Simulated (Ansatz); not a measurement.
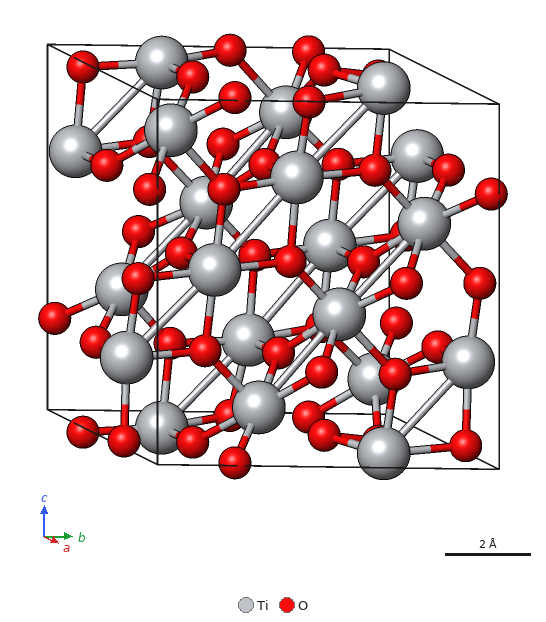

Figure 1. The input geometry (ball-and-stick view of the cell of the calculation, seen slightly off an axis). An atom can appear more than once, as a periodic image.

Single-point calculation of Ti16O33 (part 1 of 2)

The run: single-point calculation of Ti16O33 (defect cell, 49 atoms in the cell). Method and program: DFT PBE, scalar-relativistic, plane waves, PAW, spin-polarised (Ansatz 0.2.0).

The structure derives from a Materials Project entry.

### Input file
```yaml
crystal:
  lattice:
    - [0.0, 0.0, 6.574804]
    - [5.94632, -6.574738, 0.0]
    - [5.94632, 6.574738, 0.0]
  atoms:
    - { symbol: Ti, position: [0.7432839834, 0.6149982344, 0.3807250367] }
    - { symbol: Ti, position: [0.2341301652, 0.6225701847, 0.8574100153] }
    - { symbol: Ti, position: [0.2584454177, 0.134551695, 0.3698774265] }
    - { symbol: Ti, position: [0.7627235289, 0.1156523723, 0.8812784698] }
    - { symbol: Ti, position: [0.2156804588, 0.8873093019, 0.1276652146] }
    - { symbol: Ti, position: [0.7308288992, 0.8677028926, 0.6304510914] }
    - { symbol: Ti, position: [0.7729570547, 0.3698497081, 0.1271628783] }
    - { symbol: Ti, position: [0.2619486402, 0.3805400387, 0.6114393469] }
    - { symbol: Ti, position: [0.7329422394, -0.0042919675, 0.2526909492] }
    - { symbol: Ti, position: [0.2417145415, 0.0045358952, 0.7437503039] }
    - { symbol: Ti, position: [0.2602497428, 0.5040353444, 0.236697257] }
    - { symbol: Ti, position: [0.746793377, 0.4896385169, 0.7544145235] }
    - { symbol: Ti, position: [0.2707679566, 0.2472657699, -0.0056686763] }
    - { symbol: Ti, position: [0.7651951029, 0.242619775, 0.500893003] }
    - { symbol: Ti, position: [0.7468041748, 0.7437537188, 0.0023608167] }
    - { symbol: Ti, position: [0.2307200227, 0.7519784936, 0.4938750581] }
    - { symbol: O, position: [0.0525962856, 1.0044049137, 0.2579612568] }
    - { symbol: O, position: [0.5545672358, 0.9951505075, 0.7523152547] }
    - { symbol: O, position: [0.5568422789, 0.4971119092, 0.2457731122] }
    - { symbol: O, position: [0.0593583279, 0.4947843374, 0.7423192542] }
    - { symbol: O, position: [0.7472971264, 0.0248062603, 0.4715730105] }
    - { symbol: O, position: [0.2320356006, 0.0292468285, 0.9735683787] }
    - { symbol: O, position: [0.2533582742, 0.5252334344, 0.4675285994] }
    - { symbol: O, position: [0.7789820015, 0.5147539233, 0.9662032008] }
    - { symbol: O, position: [0.0602478717, 0.7450445745, -0.0015660821] }
    - { symbol: O, position: [0.5553380666, 0.7462174733, 0.4981262747] }
    - { symbol: O, position: [0.5570306303, 0.2458767747, -0.0019598321] }
    - { symbol: O, position: [0.0576235376, 0.2478064519, 0.4994745449] }
    - { symbol: O, position: [0.7515038155, 0.2192490016, 0.2771670867] }
    - { symbol: O, position: [0.2527988305, 0.2170173203, 0.7750878973] }
    - { symbol: O, position: [0.2476346902, 0.7229787572, 0.2741225868] }
    - { symbol: O, position: [0.7484189762, 0.717480117, 0.7774217726] }
    - { symbol: O, position: [0.2552589014, 0.2767946286, 0.2235858151] }
    - { symbol: O, position: [0.7543736684, 0.2736669499, 0.7202316801] }
    - { symbol: O, position: [0.7499068024, 0.7763993077, 0.2198510858] }
    - { symbol: O, position: [0.2481327698, 0.7709774938, 0.7192039703] }
    - { symbol: O, position: [0.2311604299, 0.4602007718, 0.0248022627] }
    - { symbol: O, position: [0.751321877, 0.4684980355, 0.5248204674] }
    - { symbol: O, position: [0.7741039591, 0.9749935739, 0.0303694669] }
    - { symbol: O, position: [0.2513101619, 0.9690419674, 0.5282515135] }
    - { symbol: O, position: [0.9443362958, 0.7468320971, 0.4977150319] }
    - { symbol: O, position: [0.4612594076, 0.8199525638, 0.9935337316] }
    - { symbol: O, position: [0.4480597652, 0.2476567588, 0.4993116196] }
    - { symbol: O, position: [0.9446002588, 0.2445898106, 0.9997398027] }
    - { symbol: O, position: [0.9464201405, 0.4979590555, 0.2514903374] }
    - { symbol: O, position: [0.4469632982, 0.4927307661, 0.7451858229] }
    - { symbol: O, position: [0.4411576996, 0.0005544199, 0.250991556] }
    - { symbol: O, position: [0.9440728363, -0.0049739362, 0.7452980885] }
    - { symbol: O, position: [0.466550583, 0.6599208863, 1.0086947609] }
magnetization:
  spin_polarized: true
basis:
  ecutwfc: 420
  fft_grid_basis: typed
kpoints:
  mp_grid: { grid: [2, 2, 2] }
hamiltonian:
  xc: pbe
  pseudopotentials: { kind: paw }
scf:
  occupations: { method: gaussian, width: 0.05 }
  n_extra_bands: 18
output:
  forces: true
  stress: false
  eigenvalues: true
  bader: false
  write_density: false
  volumetric_format: npy
  populations: true
  band_densities: [{ e_range: [-1.61, -1.0] }, { e_range: [1.0, 1.61] }]
  dos:
    e_range: [-30, 8]
    de: 0.02
    method: { smearing: { sigma: 0.03, scheme: gaussian } }
    projected: { site_lists: { O: [O], Ti: [Ti] } }
checkpoint:
  read: start.run
  write: ck
  compress: false
  write_wavefunctions: false
  write_every: 100000
```

Machine: 4 threads of Arm Neoverse V2, 24 GiB of memory available, shared host.

Launched with:
```bash
ansatz run input.yaml --threads 4 --pin off --max-ram 10240MiB --backend cpu --events-out ev --progress --plain --runs-dir out
```

### What the program printed
```
Warning: checkpoint.read: spin seed differs: saved 96b73f165e17…, current 4e2197ed297b…; the loaded state replaces the seed-built initial guess (but the starting_ns of a DFT+U solve that opens without the state's occupation matrices), so the run may converge into the producing seed's basin, or, where the symmetry group that follows from this deck's starting moments and starting_ns does not hold the saved magnetisation, lose that magnetisation at its first build. Where atoms have moved since the state was saved, this difference can also decide whether moments are moved with them. A self-consistent run of this deck without the state starts from its starting moments and, under a DFT+U term, its starting_ns
scf.n_extra_bands = 18 over 195 filled bands (N_el = 390.0): the run solves 213 bands
Engine: ansatz 0.2.0, aarch64-unknown-linux-gnu
Pseudopotentials: kind: paw
Pseudopotential: Ti, paw, valence charge 12, recommended cutoff 420 eV (normal), Ti.paw.azcp
Pseudopotential: O, paw, valence charge 6, recommended cutoff 420 eV (normal), O.paw.azcp
Functional definition: PBE
  parameter kappa = 0.804
  parameter beta = 0.06672455060314922
  exchange = pbe_x(kappa = kappa, mu = beta*pi^2/3)
  correlation = pbe_c(beta = beta)
Crystal: 49 atoms, lattice volume = 514.090 Å³
Basis set: ecut = 420 eV, 10071 PW (Γ), exchange–correlation on 90×120×120 points (8 copies of the dense FFT grid, shifted against one another)
Bands: 213, of which v1, the nominal top of the filled ones, is band 195 counted from 1 (194 counted from 0)
Symmetry: 1 space group operations
Space group: P1 (ITA 1), of the structure as read, at distance tolerance 8.0e-5 Å
k-points: 8
Non-local potential: Ti, projectors of the file, l = 0: 3, l = 1: 2, l = 2: 3, l = 3: 1
Non-local potential: O, projectors of the file, l = 0: 2, l = 1: 2, l = 2: 1
PAW form: soft (Blöchl's): semilocal exchange-correlation on the pseudo side does not see the compensation charge
PAW one-centre angular grid: Ti, 590 points (default); XC on 64 Gauss nodes
PAW one-centre angular grid: O, 110 points (default); XC on 64 Gauss nodes
Initial density: read from a saved state, or passed on in memory by an earlier SCF of this step, an earlier step, the calling program or the single point that the run made first
Stability of the state it starts from, as read at its close in the collinear treatment: not read negative (Ritz values of 1 − χ₀K, real part plus size of imaginary part, from 1.0 to 1.1, by its mixing steps under no symmetry); its run was given moments
Initial wavefunctions: pseudopotential atomic-orbital guess
Functional: x = pbe(κ = 0.804, μ = 0.2195149727645171), c = pbe(β = 0.06672455060314922)
iter 1 solved again at ethr=1.99e-8 eV; its pass at ethr=3.10e-3 eV (dr2=7.77e-5 eV) is discarded
SCF iter   1: F=—  HF=-58781.356428 eV  |F-HF|=—  |Δ(HF+E_count)|=         —  Δρ=1.28e-6 (↑1.28e-6 ↓1.28e-6)  dr2=8.79e-8  dr2_m=3.22e-12  M=0.000 μB ∫|m|=0.000 μB  β_m=0.30  ethr=1.99e-8  ⟨swp⟩=5.1  Hψ=24664  notcnv=0
preconditioner: auto → Resta (q_TF=auto, 2.606 Å⁻¹)  ε∞=9.8  [insulator: Δε(μ)=2.018 eV  Ē_g=8.923 eV  σ=0.050 eV  W_gap=1.00  n_scr=156 (ndim 8)  ℏωp=26.5 eV  f_vac=0.023  D(μ)=0.00/eV (n_scr^D=0)  ε∞_Penn≈9.8]
spin=Collinear: Resta preconditioning applied to the charge; magnetization (m = ρ↑ − ρ↓) channel mixes plain (no charge-response kernel on spin).
SCF iter   2: F=-58781.356427 eV  HF=-58781.356428 eV  |F-HF|=2.68e-8  |Δ(HF+E_count)|=   1.94e-8  Δρ=7.65e-7 (↑7.63e-7 ↓7.65e-7)  dr2=4.67e-8  dr2_m=2.06e-12  M=0.000 μB ∫|m|=0.000 μB  ethr=2.25e-11  ⟨swp⟩=7.1  Hψ=10590  notcnv=0
SCF 1 converged in 2 iterations: F = -58781.356427 eV  dr2 = 4.67e-8
  greatest PAW one-centre occupation: 0.999 electrons in one spin orbital (limit 2), on the Ti atom at site 2 (counted from 0), in its partial waves of l = 0
NSCF: frozen V_eff on 8 k-points
SCF converged after 2 iterations
Magnetization: 0.0000 μB (195.0000 up, 195.0000 down)
Absolute magnetization: 0.0000 μB (∫|ρ↑−ρ↓|, with the PAW one-centre terms)
Spin contamination: 0.0000 ħ² per cell (⟨S²⟩ above its minimum at these occupations)
Per-site moments (μB) at R_I (Å): [(-3.092021520786057e-8, 0.788441927578352), (4.1315177302888946e-8, 0.7620822401927627), (2.8951410911075703e-8, 0.7826393312547579), (-1.232870645364666e-8, 0.7825400356892882), (-6.783291680388644e-9, 0.7517569652998665), (-2.518543404149926e-8, 0.7763479734071282), (2.6414268390606137e-8, 0.7751673498806115), (4.070974835386453e-8, 0.783066373494279), (1.0266103639086214e-8, 0.791587529265692), (-2.8307928896665006e-8, 0.7745475343291994), (-4.533949128513102e-8, 0.7793823353655804), (8.496146843811386e-8, 0.7756293724102169), (-1.6007180220534435e-8, 0.7765188453308298), (5.922849942783522e-9, 0.793353227730889), (1.7653291605038152e-7, 0.7923550393551992), (-3.5743845866742556e-8, 0.7770920971886989), (-2.3324930096306855e-8, 0.7517569652998665), (2.2159111703390677e-8, 0.7763479734071282), (2.923355358901732e-8, 0.8015249250802469), (1.2800142635509963e-8, 0.7620822401927627), (-9.973243678128477e-9, 0.7944490664840951), (1.0985108991233216e-8, 0.8001710843120553), (6.493358687740876e-9, 0.783066373494279), (-1.9712547953679895e-7, 0.7756293724102169), (1.1149830075955566e-8, 0.7889429430283798), (2.200527282605311e-8, 0.7842025792969908), (1.0737910201973292e-8, 0.7765188453308298), (-2.1359131630895045e-8, 0.793353227730889), (-9.382476709797255e-9, 0.8148546760355141), (1.6647940367622763e-8, 0.7745475343291994), (1.4337185525344487e-8, 0.7993472207268714), (-1.5813048580913164e-8, 0.8074622417226613), (1.2157874555266981e-8, 0.7826393312547579), (-2.5813855990435713e-8, 0.787396419266343), (-1.7543208256423135e-8, 0.7923550393551992), (3.765020318291276e-8, 0.7786474718066415), (4.187403978471942e-8, 0.7793823353655804), (4.5413637275512794e-9, 0.788441927578352), (1.1935376276351762e-9, 0.7867023008208447), (1.8454196604645173e-8, 0.7861477470563213), (3.502962978106125e-8, 0.7770920971886989), (-1.7059638468749177e-7, 0.5934914786679952), (-3.058677836206466e-8, 0.7868403700408879), (1.3685949234793453e-9, 0.7751673498806115), (6.437298135612769e-9, 0.7777060784497618), (-1.5172491657609697e-7, 0.7868350727530597), (-2.7603989374960174e-8, 0.791587529265692), (2.4719879531350415e-8, 0.7998801209379831), (-1.5275850126061866e-7, 0.5934914786679952)]
Free energy (F): -58781.356427 eV
Harris-Foulkes:  -58781.356428 eV  (|F-HF|=2.68e-8)
Internal energy: -58781.356427 eV  (E = F + TS)
E sigma→0 (E₀):  -58781.356427 eV
Fermi energy:    9.839659 eV
--- Per-component energies (eV) ---
  E_band       = -3212.998775
  E_kinetic    = 10138.951884
  E_local      = -25248.224777  (includes V_loc(G=0)·N_el)
  E_nonlocal   = 1623.054402
  E_hartree    = 9597.412885
  E_xc         = -4012.274247
  E_vxc        = -5081.863851  (∫ρ·V_xc dr)
  E_paw        = -21932.227805  (= ΣΔE_a)
  E_vpaw       = -3839.828180  (= ΣTr[D̂ρ^β])
  E_aug_tail   = 0.082838  (compensation charges beyond the density's cutoff)
  E_ewald      = -28948.131607
  E_smearing   = -0.000000  (= −TS)
  E_closure    = 0.000000  (closes the sum)
  Σ components = -58781.356427   (vs F -58781.356427, Δ=0.00e0)
--- Forces (eV/Å), atoms counted from 1 ---
  atom   1  Ti     0.00561496    -0.01346951    -0.01715120
  atom   2  Ti     0.01296042    -0.00055133    -0.00591152
  atom   3  Ti    -0.00686733    -0.01194215     0.01002142
  atom   4  Ti    -0.00006210     0.00757497    -0.00456991
  atom   5  Ti     0.00623282     0.00875064    -0.04499996
  atom   6  Ti    -0.00424903     0.00009839    -0.02354507
  atom   7  Ti     0.00617539     0.01868008     0.00678118
  atom   8  Ti    -0.00922756    -0.00263825    -0.00003422
  atom   9  Ti     0.00012542     0.02147377    -0.01086240
  atom  10  Ti     0.00337281    -0.00223912     0.01028699
  atom  11  Ti     0.01492847     0.01085315     0.00007146
  atom  12  Ti    -0.00533450     0.01282082    -0.00237811
  atom  13  Ti    -0.00627830     0.00712224     0.00997132
  atom  14  Ti    -0.00982453    -0.02426425     0.01423364
  atom  15  Ti    -0.01439901     0.01209941     0.00968117
  atom  16  Ti    -0.00987818     0.00794510    -0.00140563
  atom  17  O     -0.00012471    -0.00236796     0.02045900
  atom  18  O     -0.00014335     0.00159497     0.00796956
  atom  19  O     -0.00572918     0.00081580     0.01248483
  atom  20  O      0.00333777    -0.00085038    -0.00503314
  atom  21  O      0.00595122    -0.00175684     0.00385220
  atom  22  O      0.00954851     0.00554660     0.00318320
  atom  23  O      0.00676051    -0.00058972     0.00031599
  atom  24  O     -0.00780808    -0.01601285    -0.00509211
  atom  25  O      0.00360015    -0.00179475     0.01753869
  atom  26  O      0.00583859     0.00294894     0.00836326
  atom  27  O     -0.00775111     0.00136964     0.00549427
  atom  28  O     -0.00239494     0.00052627    -0.00380278
  atom  29  O      0.01898939    -0.00923272     0.00119573
  atom  30  O     -0.00698756     0.00469964    -0.00055140
  atom  31  O     -0.00401538    -0.00979626    -0.00253971
  atom  32  O     -0.00481092     0.00255117     0.00071877
  atom  33  O     -0.00544909     0.00097300    -0.00466149
  atom  34  O      0.01355622     0.00212666    -0.00591586
  atom  35  O     -0.00109440     0.00632902     0.00375420
  atom  36  O      0.00212428    -0.00519740     0.00107145
  atom  37  O     -0.00559232    -0.00509734     0.00129026
  atom  38  O      0.00181272     0.01649234    -0.00241122
  atom  39  O      0.00988790    -0.02524896     0.00416020
  atom  40  O      0.00619049     0.00059594     0.00099371
  atom  41  O     -0.00659683     0.00679515     0.00534024
  atom  42  O     -0.02865928    -0.00560915     0.01017869
  atom  43  O      0.00030109    -0.00023928    -0.00488007
  atom  44  O     -0.00380753    -0.00339792    -0.01527189
  atom  45  O     -0.00238490     0.00232665    -0.00862420
  atom  46  O      0.00712267    -0.00175724     0.01163507
  atom  47  O      0.00208641    -0.00466384    -0.00823550
  atom  48  O      0.00774777     0.00310428    -0.00337796
  atom  49  O      0.00514964    -0.01752086     0.00021491
  max |Σ_I F_I| component: 5.45e-5 eV/Å
--- Band table (eV; the first three rows and the last of 16) ---
```
